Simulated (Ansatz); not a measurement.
# Geometry relaxation of Ta (part 2 of 2)

Continued. System: Ta (slab, 5 atoms in the cell). Method: DFT PBEsol, scalar-relativistic, plane waves, PAW, no spin polarisation (Ansatz 0.2.0); cutoff 420 eV, 9×9×1 k-mesh, Gaussian smearing of 0.1 eV. The structure derives from an entry of the Crystallography Open Database. The input holds or restrains some coordinates. Forces given for the steps count only the free coordinates. It belongs to a series of runs on one base structure; here: clean slab, lower half held.

Geometry of the input (Å; fractional positions):
```
3.2805  0.0000  0.0000
0.0000  3.2805  0.0000
0.0000  0.0000  23.5610
Ta 0.5000  0.5000  0.3608
Ta 0.0000  0.0000  0.4304
Ta 0.5000  0.5000  0.5000
Ta 0.0000  0.0000  0.5696
Ta 0.5000  0.5000  0.6392
```

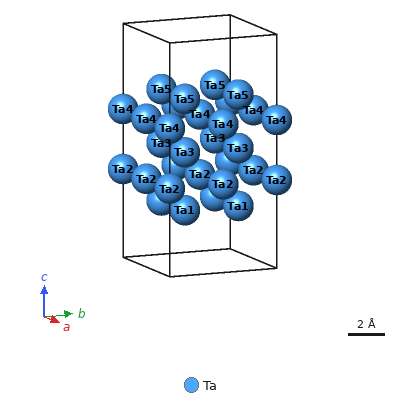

Figure 1. The geometry at step 2 of the log (spheres-only view of the 2 × 2 repeat of the cell, with the vacuum cut short, seen slightly off an axis; atoms are numbered from 1 in the order of the input).

Output, continued:
```
SCF iter   1: F=—  HF=-49028.643773 eV  |F-HF|=—  |Δ(HF+E_count)|=         —  Δρ=6.96e-3  dr2=1.25e0  ethr=1.80e-3  p=0.015 e·Å  D=1.10e-2 V/Å  ΔV_dip=-0.26 eV  dr2_dipole=1.77e-1  V_vac-E_F(+/−)=3.82/4.08 eV  ⟨swp⟩=1.1  Hψ=1954  notcnv=0  defer=14
efield: sawtooth ramp at fractional position 0.9800 (handed on by an earlier solve), width 0.0400; the density the first Hamiltonian is built on has a dipole p = 0.015 e·Å; the dipole correction subtracts the counter field D = 1.10e-2 V/Å, which shifts the + side's vacuum level by -0.26 eV against the − side's; the planar-averaged density in the ramp window peaks in size at 1.6e-6 e/Å³
preconditioner: auto → LDOS  [metal: Δε(μ)=0.060 eV  Ē_g=3.386 eV  σ=0.100 eV  W_gap=0.31  n_scr=44 (ndim 8)  ℏωp=11.7 eV  f_vac=0.555  D(μ)=5.41/eV (n_scr^D=26)  β→1.0]
SCF iter   2: F=—  HF=-49028.608941 eV  |F-HF|=—  |Δ(HF+E_count)|=   3.48e-2  Δρ=3.84e-3  dr2=3.57e-1  ethr=1.80e-3  p=0.006 e·Å  D=4.49e-3 V/Å  ΔV_dip=-0.11 eV  dr2_dipole=2.48e-3  V_vac-E_F(+/−)=4.02/4.12 eV  ⟨swp⟩=3.2  Hψ=794  notcnv=0  defer=14
SCF iter   3: F=—  HF=-49028.593003 eV  |F-HF|=—  |Δ(HF+E_count)|=   1.59e-2  Δρ=1.18e-3  dr2=3.78e-2  ethr=5.50e-4  p=0.013 e·Å  D=9.22e-3 V/Å  ΔV_dip=-0.22 eV  dr2_dipole=8.37e-3  V_vac-E_F(+/−)=3.88/4.09 eV  ⟨swp⟩=2.3  Hψ=770  notcnv=0  defer=13
SCF iter   4: F=—  HF=-49028.591275 eV  |F-HF|=—  |Δ(HF+E_count)|=   1.73e-3  Δρ=2.76e-4  dr2=1.25e-3  ethr=5.82e-5  p=0.013 e·Å  D=8.95e-3 V/Å  ΔV_dip=-0.21 eV  dr2_dipole=5.25e-5  V_vac-E_F(+/−)=3.87/4.08 eV  ⟨swp⟩=2.0  Hψ=793  notcnv=0  defer=13
SCF iter   5: F=—  HF=-49028.591175 eV  |F-HF|=—  |Δ(HF+E_count)|=   1.00e-4  Δρ=8.25e-5  dr2=1.44e-4  ethr=1.92e-6  p=0.013 e·Å  D=9.39e-3 V/Å  ΔV_dip=-0.22 eV  dr2_dipole=2.20e-5  V_vac-E_F(+/−)=3.86/4.08 eV  ⟨swp⟩=2.4  Hψ=927  notcnv=0  defer=13
iter 6 did not close the SCF: its close was put off until two iterations running show no level that it waits for move by more than its bar (scf_convergence_deferred on its scf_iter line)
SCF iter   6: F=-49028.591169 eV  HF=-49028.591171 eV  |F-HF|=2.09e-6  |Δ(HF+E_count)|=   4.13e-6  Δρ=2.59e-5  dr2=6.02e-6  ethr=9.26e-9  p=0.014 e·Å  D=9.65e-3 V/Å  ΔV_dip=-0.23 eV  dr2_dipole=4.65e-7  V_vac-E_F(+/−)=3.85/4.08 eV  ⟨swp⟩=20.4  Hψ=6381  notcnv=0
iter 7 did not close the SCF: its close was put off until two iterations running show no level that it waits for move by more than its bar (scf_convergence_deferred on its scf_iter line)
SCF iter   7: F=-49028.591171 eV  HF=-49028.591172 eV  |F-HF|=1.06e-6  |Δ(HF+E_count)|=   6.28e-7  Δρ=9.65e-6  dr2=1.60e-6  ethr=9.26e-9  p=0.014 e·Å  D=9.85e-3 V/Å  ΔV_dip=-0.23 eV  dr2_dipole=2.87e-7  V_vac-E_F(+/−)=3.85/4.08 eV  ⟨swp⟩=12.4  Hψ=5180  notcnv=0
SCF iter   8: F=-49028.591172 eV  HF=-49028.591172 eV  |F-HF|=2.08e-7  |Δ(HF+E_count)|=   1.30e-7  Δρ=3.96e-6  dr2=2.02e-7  ethr=2.46e-9  p=0.014 e·Å  D=9.98e-3 V/Å  ΔV_dip=-0.24 eV  dr2_dipole=9.59e-8  V_vac-E_F(+/−)=3.85/4.08 eV  ⟨swp⟩=10.9  Hψ=5015  notcnv=0
SCF 4 converged in 8 iterations: F = -49028.591172 eV  dr2 = 2.02e-7
relax step   4: F+E_penalty+E_count = -49028.59117165 eV  Δ(F+E_penalty+E_count) = -1.109e-2 eV  max|allowed force component| = 1.515e-1 eV/Å  Δτ_max = 0.0923 Å  (8 SCF iters, dr2 threshold 6.02e-6 eV, accepted)
SCF iter   1: F=—  HF=-49028.594014 eV  |F-HF|=—  |Δ(HF+E_count)|=         —  Δρ=1.29e-3  dr2=2.26e-2  ethr=7.68e-4  p=0.014 e·Å  D=9.98e-3 V/Å  ΔV_dip=-0.24 eV  dr2_dipole=1.27e-3  V_vac-E_F(+/−)=3.85/4.09 eV  ⟨swp⟩=2.3  Hψ=910  notcnv=0  defer=11
efield: sawtooth ramp at fractional position 0.9800 (handed on by an earlier solve), width 0.0400; the density the first Hamiltonian is built on has a dipole p = 0.014 e·Å; the dipole correction subtracts the counter field D = 9.98e-3 V/Å, which shifts the + side's vacuum level by -0.24 eV against the − side's; the planar-averaged density in the ramp window peaks in size at 1.2e-6 e/Å³
preconditioner: auto → LDOS  [metal: Δε(μ)=0.003 eV  Ē_g=3.447 eV  σ=0.100 eV  W_gap=0.02  n_scr=44 (ndim 8)  ℏωp=11.7 eV  f_vac=0.556  D(μ)=5.22/eV (n_scr^D=18)  β→1.0]
SCF iter   2: F=—  HF=-49028.593392 eV  |F-HF|=—  |Δ(HF+E_count)|=   6.21e-4  Δρ=8.40e-4  dr2=1.25e-2  ethr=3.48e-5  p=0.016 e·Å  D=1.16e-2 V/Å  ΔV_dip=-0.27 eV  dr2_dipole=1.47e-3  V_vac-E_F(+/−)=3.81/4.08 eV  ⟨swp⟩=2.0  Hψ=835  notcnv=0  defer=11
SCF iter   3: F=—  HF=-49028.592684 eV  |F-HF|=—  |Δ(HF+E_count)|=   7.08e-4  Δρ=1.95e-4  dr2=5.10e-4  ethr=1.92e-5  p=0.015 e·Å  D=1.08e-2 V/Å  ΔV_dip=-0.25 eV  dr2_dipole=3.91e-6  V_vac-E_F(+/−)=3.83/4.08 eV  ⟨swp⟩=2.0  Hψ=731  notcnv=0  defer=11
SCF iter   4: F=—  HF=-49028.592712 eV  |F-HF|=—  |Δ(HF+E_count)|=   2.86e-5  Δρ=6.04e-5  dr2=4.21e-5  ethr=7.85e-7  p=0.015 e·Å  D=1.08e-2 V/Å  ΔV_dip=-0.26 eV  dr2_dipole=8.94e-6  V_vac-E_F(+/−)=3.83/4.08 eV  ⟨swp⟩=3.0  Hψ=920  notcnv=0  defer=11
SCF iter   5: F=—  HF=-49028.592710 eV  |F-HF|=—  |Δ(HF+E_count)|=   2.14e-6  Δρ=1.81e-5  dr2=5.80e-6  ethr=6.48e-8  p=0.015 e·Å  D=1.08e-2 V/Å  ΔV_dip=-0.25 eV  dr2_dipole=8.01e-7  V_vac-E_F(+/−)=3.83/4.08 eV  ⟨swp⟩=2.0  Hψ=847  notcnv=0  defer=11
SCF iter   6: F=-49028.592710 eV  HF=-49028.592710 eV  |F-HF|=3.27e-7  |Δ(HF+E_count)|=   3.65e-7  Δρ=5.39e-6  dr2=3.74e-7  ethr=2.21e-9  p=0.015 e·Å  D=1.08e-2 V/Å  ΔV_dip=-0.25 eV  dr2_dipole=1.15e-7  V_vac-E_F(+/−)=3.83/4.08 eV  ⟨swp⟩=19.2  Hψ=5606  notcnv=0
SCF 5 converged in 6 iterations: F = -49028.592710 eV  dr2 = 3.74e-7
relax step   5: F+E_penalty+E_count = -49028.59271009 eV  Δ(F+E_penalty+E_count) = -1.538e-3 eV  max|allowed force component| = 3.027e-2 eV/Å  Δτ_max = 0.0234 Å  (6 SCF iters, dr2 threshold 1.43e-6 eV, accepted)
SCF iter   1: F=—  HF=-49028.592711 eV  |F-HF|=—  |Δ(HF+E_count)|=         —  Δρ=1.28e-4  dr2=1.14e-4  ethr=4.10e-6  p=0.015 e·Å  D=1.08e-2 V/Å  ΔV_dip=-0.25 eV  dr2_dipole=9.49e-6  V_vac-E_F(+/−)=3.83/4.09 eV  ⟨swp⟩=1.9  Hψ=874  notcnv=0
efield: sawtooth ramp at fractional position 0.9800 (handed on by an earlier solve), width 0.0400; the density the first Hamiltonian is built on has a dipole p = 0.015 e·Å; the dipole correction subtracts the counter field D = 1.08e-2 V/Å, which shifts the + side's vacuum level by -0.25 eV against the − side's; the planar-averaged density in the ramp window peaks in size at 1.1e-6 e/Å³
preconditioner: auto → LDOS  [metal: Δε(μ)=0.009 eV  Ē_g=3.440 eV  σ=0.100 eV  W_gap=0.05  n_scr=44 (ndim 8)  ℏωp=11.7 eV  f_vac=0.556  D(μ)=5.20/eV (n_scr^D=18)  β→1.0]
SCF iter   2: F=—  HF=-49028.592701 eV  |F-HF|=—  |Δ(HF+E_count)|=   1.02e-5  Δρ=8.17e-5  dr2=6.28e-5  ethr=1.76e-7  p=0.015 e·Å  D=1.08e-2 V/Å  ΔV_dip=-0.25 eV  dr2_dipole=5.32e-6  V_vac-E_F(+/−)=3.83/4.08 eV  ⟨swp⟩=2.3  Hψ=1004  notcnv=0
SCF iter   3: F=—  HF=-49028.592762 eV  |F-HF|=—  |Δ(HF+E_count)|=   6.09e-5  Δρ=1.50e-5  dr2=2.06e-6  ethr=9.67e-8  p=0.015 e·Å  D=1.08e-2 V/Å  ΔV_dip=-0.25 eV  dr2_dipole=2.82e-7  V_vac-E_F(+/−)=3.83/4.08 eV  ⟨swp⟩=2.1  Hψ=807  notcnv=0
SCF iter   4: F=-49028.592761 eV  HF=-49028.592761 eV  |F-HF|=9.55e-9  |Δ(HF+E_count)|=   1.05e-7  Δρ=3.92e-6  dr2=8.17e-8  ethr=1.54e-10  p=0.015 e·Å  D=1.08e-2 V/Å  ΔV_dip=-0.25 eV  dr2_dipole=2.30e-9  V_vac-E_F(+/−)=3.83/4.08 eV  ⟨swp⟩=14.3  Hψ=5453  notcnv=0
SCF 6 converged in 4 iterations: F = -49028.592761 eV  dr2 = 8.17e-8
relax step   6: F+E_penalty+E_count = -49028.59276142 eV  Δ(F+E_penalty+E_count) = -5.133e-5 eV  max|allowed force component| = 1.317e-3 eV/Å  Δτ_max = 0.0022 Å  (4 SCF iters, accepted)
WARN: The output density's exchange-correlation potential varies sharply where the density is thin. Do not read a vacuum level from v_tot or v_xc, or from such a field of the output density. On a cell that repeats whose density bears no net charge and no dipole along the vacuum's axis use v_es (v_loc + v_h of the components); under efield.dipole_correction with no amplitude use v_es + v_field, which holds any external_charges[].barrier, or the levels of the report's work_function block, which leave it out; under a non-zero efield.amplitude the vacuum is tilted and has no level; on a cell that repeats and bears such a dipole with no correction it is tilted too, and efield.dipole_correction with no amplitude gives each side of its ramp a level where efield: is served; in a cell that repeats whose density bears a net charge (total_charge, or a fill off its count) it is curved and has none; of a slab under crystal.periodic whose density bears no net charge use v_es, which has a level on each side, short of where the two are joined; of another it falls or rises all the way out and has none; of a slab beside external_charges read slab_vacuum_level instead, which it has where they leave it neutral. The grid or the basis barely resolves most such structure, and the values can differ between equally converged runs; as a rule a tighter scf.convergence.dr2_threshold does not remove it. Where the density itself ripples (under the LDA too) a higher basis.ecutwfc lessens it. The files hold the spikes' plane waves up to the density's cutoff. Files: v_tot_of_output_density and the like, and their columns of v_z.tsv (output.write_potential); v_xc_of_output_density and the like, and their columns of v_comp_z.tsv (output.write_potential_components). Measured: with its Gaussian average of σ = 0.25 Å subtracted twice, the exchange-correlation potential is over 0.1 eV at 96 of the grid points where the equally averaged density (valence and model cores) is under 1e-3 e/Å³, and 0.278 eV at the most among them, at an averaged density of 3.0e-8 e/Å³. The input density's (outcome.potential() and, of a run that writes arrays, v_tot and v_xc) is over 0.1 eV, so measured, at 205 points of its own thin density, 0.463 eV at the most. See output.write_potential in the manual, Limitations
SCF converged after 4 iterations
Free energy (F): -49028.592761 eV
Harris-Foulkes:  -49028.592761 eV  (|F-HF|=9.55e-9)
Internal energy: -49028.566803 eV  (E = F + TS)
E sigma→0 (E₀):  -49028.579782 eV
Entropy (-TS):   -0.025958 eV (-5.192 meV/atom)
Fermi energy:    4.264526 eV
Dipole field:    D = 0.010836 V/Å  (p = 0.015184 e·Å, saw-weighted, corrected)
Work function:   Φ+ = 3.8286 eV   Φ− = 4.0839 eV
Levels:          The Fermi level and band energies are counted from a zero that moves with the ramp; work functions are not
--- Per-component energies (eV) ---
  E_band       = -1472.758101
  E_kinetic    = 1824.235223
  E_local      = -63709.245226  (includes V_loc(G=0)·N_el)
  E_nonlocal   = 88.712933
  E_hartree    = 30955.346063
  E_xc         = -1079.824816
  E_vxc        = -1012.362784  (∫ρ·V_xc dr)
  E_paw        = -41362.200783  (= ΣΔE_a)
  E_vpaw       = -574.752162  (= ΣTr[D̂ρ^β])
  E_aug_tail   = 0.000719  (compensation charges beyond the density's cutoff)
  E_efield     = 0.000082  (sawtooth field / dipole correction)
  E_vefield    = 0.022334  (∫n·V_field dr)
  E_ewald      = 24253.340769
  E_core_change = 1.068232  (= ΣΔE_core)
  E_smearing   = -0.025958  (= −TS)
  E_closure    = 0.000000  (closes the sum)
  Σ components = -49028.592761   (vs F -49028.592761, Δ=0.00e0)
--- Forces (eV/Å), atoms counted from 1 ---
  atom   1  Ta     0.00000000     0.00000000     1.48442461
  atom   2  Ta     0.00000000     0.00000000    -1.48210718
  atom   3  Ta     0.00000000     0.00000000    -0.00131656
  atom   4  Ta     0.00000000     0.00000000    -0.00080274
  atom   5  Ta     0.00000000     0.00000000    -0.00025123
  max |Σ_I F_I| component: 5.31e-5 eV/Å
--- Band table (eV; the first three rows and the last of 15) ---
  k-point 0: bands = ["-63.8757", "-63.5464", "-62.9326", "-62.8255", "-62.6026", "-30.4402", "-30.2750", "-30.2750", "-30.2226", "-30.0749", "-30.0749", "-29.7088", "-29.5374", "-29.5374", "-29.3836", "-29.1587", "-29.1587", "-29.0050", "-28.8718", "-28.8718", "-3.3658", "-1.8726", "0.0858", "0.2454", "0.5576", "1.1232", "1.2204", "2.9374", "4.1130", "4.3010", "4.6917", "4.6917", "4.7341", "4.9402", "4.9402", "5.3439", "5.3856", "5.3856", "5.5426"]
  k-point 1: bands = ["-63.8744", "-63.5444", "-62.9282", "-62.8272", "-62.6039", "-30.4443", "-30.3078", "-30.2673", "-30.2425", "-30.1073", "-30.0578", "-29.6917", "-29.6117", "-29.5247", "-29.3205", "-29.2021", "-29.1668", "-28.9736", "-28.8927", "-28.8917", "-3.0996", "-1.6636", "0.1798", "0.4224", "0.7312", "1.1122", "1.4575", "2.9183", "3.9237", "4.1373", "4.2158", "4.3934", "4.5600", "4.8823", "4.9816", "5.0741", "5.3517", "6.1672", "6.2021"]
  k-point 2: bands = ["-63.8712", "-63.5391", "-62.9159", "-62.8325", "-62.6073", "-30.4578", "-30.3861", "-30.2941", "-30.2475", "-30.1799", "-30.0125", "-29.7086", "-29.6807", "-29.4867", "-29.2731", "-29.2357", "-29.1893", "-28.9588", "-28.9511", "-28.9069", "-2.3527", "-1.1249", "0.2770", "0.7419", "0.9725", "1.2783", "2.2334", "3.1557", "3.4438", "3.5673", "3.7248", "4.0159", "4.3962", "4.6484", "4.7355", "5.3733", "5.7611", "6.1225", "6.4667"]
  k-point 14: bands = ["-63.8573", "-63.5207", "-62.8683", "-62.8496", "-62.6057", "-30.5097", "-30.5093", "-30.3803", "-30.3799", "-30.3627", "-30.1419", "-29.8159", "-29.7971", "-29.4557", "-29.4194", "-29.2805", "-29.2706", "-29.1763", "-28.9257", "-28.9110", "0.1490", "0.2997", "1.6335", "1.6485", "2.3326", "2.3860", "2.5676", "2.6463", "2.8864", "3.0692", "3.0831", "3.9201", "4.0968", "5.9191", "6.0463", "6.2914", "6.3030", "6.7443", "6.9344"]
--- Relaxed structure (6 steps of the walk, 6 accepted, 0 SCFs on fresh bases) ---
  F+E_penalty+E_count = -49028.59276142 eV   max|allowed force component| = 1.317e-3 eV/Å
  atoms:
    - { symbol: Ta, position: [0.5, 0.5, 0.3607650742] }
    - { symbol: Ta, position: [0.0, 0.0, 0.4303825371] }
    - { symbol: Ta, position: [0.5, 0.5, 0.5002854917492631] }
    - { symbol: Ta, position: [2.0731289863512144e-34, 0.0, 0.5710155433271247] }
    - { symbol: Ta, position: [0.5, 0.5, 0.6308719046755177] }
```

Trajectory as extended XYZ (Å, eV, eV/Å), 6 frames, from step=1 to step=6:
```
5
Lattice="3.2805 0.0000 0.0000 0.0000 3.2805 0.0000 0.0000 0.0000 23.5610" Properties=species:S:1:pos:R:3:forces:R:3 step=1 energy=-49028.41038
Ta    1.6403    1.6403    8.5000    0.0000   0.0000   1.4867
Ta    0.0000    0.0000   10.1403    0.0000   0.0000  -1.4897
Ta    1.6403    1.6403   11.7805    0.0000   0.0000   0.0000
Ta    0.0000    0.0000   13.4208    0.0000   0.0000   1.4897
Ta    1.6403    1.6403   15.0610    0.0000   0.0000  -1.4867
5
Lattice="3.2805 0.0000 0.0000 0.0000 3.2805 0.0000 0.0000 0.0000 23.5610" Properties=species:S:1:pos:R:3:forces:R:3 step=2 energy=-49028.50164
Ta    1.6403    1.6403    8.5000    0.0000   0.0000   1.5183
Ta    0.0000    0.0000   10.1403    0.0000   0.0000  -1.1334
Ta    1.6403    1.6403   11.8078    0.0000   0.0000   0.2332
Ta    0.0000    0.0000   13.5717    0.0000   0.0000  -1.6284
Ta    1.6403    1.6403   14.8646    0.0000   0.0000   1.0076
5
Lattice="3.2805 0.0000 0.0000 0.0000 3.2805 0.0000 0.0000 0.0000 23.5610" Properties=species:S:1:pos:R:3:forces:R:3 step=3 energy=-49028.58008
Ta    1.6403    1.6403    8.5000    0.0000   0.0000   1.4454
Ta    0.0000    0.0000   10.1403    0.0000   0.0000  -1.7814
Ta    1.6403    1.6403   11.7561    0.0000   0.0000  -0.0675
Ta    0.0000    0.0000   13.3850    0.0000   0.0000   0.3104
Ta    1.6403    1.6403   14.7966    0.0000   0.0000   0.0905
5
Lattice="3.2805 0.0000 0.0000 0.0000 3.2805 0.0000 0.0000 0.0000 23.5610" Properties=species:S:1:pos:R:3:forces:R:3 step=4 energy=-49028.59117
Ta    1.6403    1.6403    8.5000    0.0000   0.0000   1.4907
Ta    0.0000    0.0000   10.1403    0.0000   0.0000  -1.4475
Ta    1.6403    1.6403   11.7899    0.0000   0.0000   0.0369
Ta    0.0000    0.0000   13.4616    0.0000   0.0000   0.0712
Ta    1.6403    1.6403   14.8888    0.0000   0.0000  -0.1515
5
Lattice="3.2805 0.0000 0.0000 0.0000 3.2805 0.0000 0.0000 0.0000 23.5610" Properties=species:S:1:pos:R:3:forces:R:3 step=5 energy=-49028.59271
Ta    1.6403    1.6403    8.5000    0.0000   0.0000   1.4855
Ta    0.0000    0.0000   10.1403    0.0000   0.0000  -1.4696
Ta    1.6403    1.6403   11.7894    0.0000   0.0000  -0.0303
Ta    0.0000    0.0000   13.4532    0.0000   0.0000   0.0277
Ta    1.6403    1.6403   14.8655    0.0000   0.0000  -0.0127
5
Lattice="3.2805 0.0000 0.0000 0.0000 3.2805 0.0000 0.0000 0.0000 23.5610" Properties=species:S:1:pos:R:3:forces:R:3 step=6 energy=-49028.59276
Ta    1.6403    1.6403    8.5000    0.0000   0.0000   1.4844
Ta    0.0000    0.0000   10.1403    0.0000   0.0000  -1.4821
Ta    1.6403    1.6403   11.7872    0.0000   0.0000  -0.0013
Ta    0.0000    0.0000   13.4537    0.0000   0.0000  -0.0008
Ta    1.6403    1.6403   14.8640    0.0000   0.0000  -0.0003
```

Key numbers:

- outcome: converged under the restraints of the input
- electrons treated: 65
- free energy: −49028.5928 eV
- work function, top face: 3.83 eV
- work function, bottom face: 4.08 eV
- Fermi energy: 4.265 eV
- gap on the k-point mesh: none (metallic)
- final volume: 253.56 Å³
- work function (upper face): 3.83 eV
- largest force (length of the vector) at the end, held atoms and coordinates included: 1.484 eV/Å
- hardware: 1 thread of Intel Xeon @ 2.90GHz (Ice Lake), 64 GiB of memory available, shared host
- wall time: 72 s
- peak memory: 0.53 GiB

Remarks:

The program warns: the exchange-correlation potential is rough where the density is thin. Spin–orbit coupling is left out, which matters for Ta.
